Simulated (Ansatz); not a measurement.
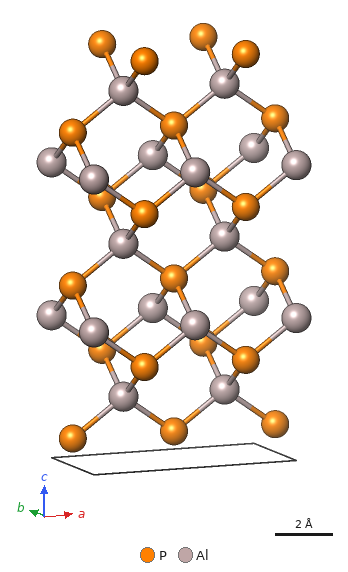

Starting structure of a slab of composition Al$_{5}$P$_{6}$ (cut from the F-43m phase). A ball-and-stick model of the 2 × 1 repeat of the cell, outlined in the plane, without the vacuum, seen slightly off an axis.

Case: (1 0 0) slab, atoms relaxed. The slab is the (1 0 0) face of AlP.

Theory: DFT PBE, scalar-relativistic, plane waves, PAW (Ansatz 0.2.0).

The input:
```yaml
crystal:
  lattice:
    - [3.8938964335, 0.0, 0.0]
    - [0.0, 3.8938964335, 0.0]
    - [0.0, 0.0, 28.7670028668]
  atoms:
    - { symbol: P, position: [0.0, 0.5, 0.2607153771] }
    - { symbol: Al, position: [0.5, 0.5, 0.3085723017] }
    - { symbol: P, position: [0.5, 0.0, 0.3564292263] }
    - { symbol: Al, position: [0.0, 0.0, 0.4042861508] }
    - { symbol: P, position: [0.0, 0.5, 0.4521430754] }
    - { symbol: Al, position: [0.5, 0.5, 0.5] }
    - { symbol: P, position: [0.5, 0.0, 0.5478569246] }
    - { symbol: Al, position: [0.0, 0.0, 0.5957138492] }
    - { symbol: P, position: [0.0, 0.5, 0.6435707737] }
    - { symbol: Al, position: [0.5, 0.5, 0.6914276983] }
    - { symbol: P, position: [0.5, 0.0, 0.7392846229] }
basis:
  ecutwfc: 420
kpoints:
  mp_grid: { grid: [7, 7, 1] }
hamiltonian:
  xc: pbe
scf:
  occupations: { method: gaussian, width: 0.05 }
output:
  forces: true
  eigenvalues: true
  write_density: true
  write_potential: true
  elf: true
  volumetric_format: npy
relax:
  adjacent_minimum: "off"
  f_tol: 0.02
  max_steps: 60
efield:
  axis: 3
  dipole_correction: true
  ramp_width: 0.04
```

Run as
```bash
ansatz run input.yaml --threads 1 --pin off --max-ram 2560MiB --backend cpu --events-out ev --progress --plain --runs-dir out
```

### What does the optimiser find from here?

The largest moves, 0.042 Å, are those of P1 and P11. P11 goes along the normal (−c). By element the largest moves are P 0.042 Å, Al 0.010 Å. The lattice vectors keep their values. Some distances before and after: Al10–P11 2.385 → 2.355 Å, Al2–P3 2.385 → 2.399 Å, Al8–P9 2.385 → 2.372 Å, Al4–P5 2.385 → 2.389 Å. Among the angles between lasting bonds that change: Al2–P1–Al2 109.5° → 111.5°, P1–Al2–P1 109.5° → 111.5°. The energy falls by 19.3 meV per cell of the calculation in 2 accepted moves (3 points after the start). The largest force component goes from 0.36 to 0.0099 eV/Å. 1 step only repeated the SCF at the same geometry.

Step by step:

| step | E − E(0), meV/atom | largest force component, eV/Å | note |
| --- | --- | --- | --- |
| 0 | 0.00 | 0.3643 |  |
| 1 | -1.55 | 0.1355 |  |
| 2 | -1.75 | 0.0099 |  |
| 3 | -1.75 | 0.0099 | same geometry, SCF repeated |
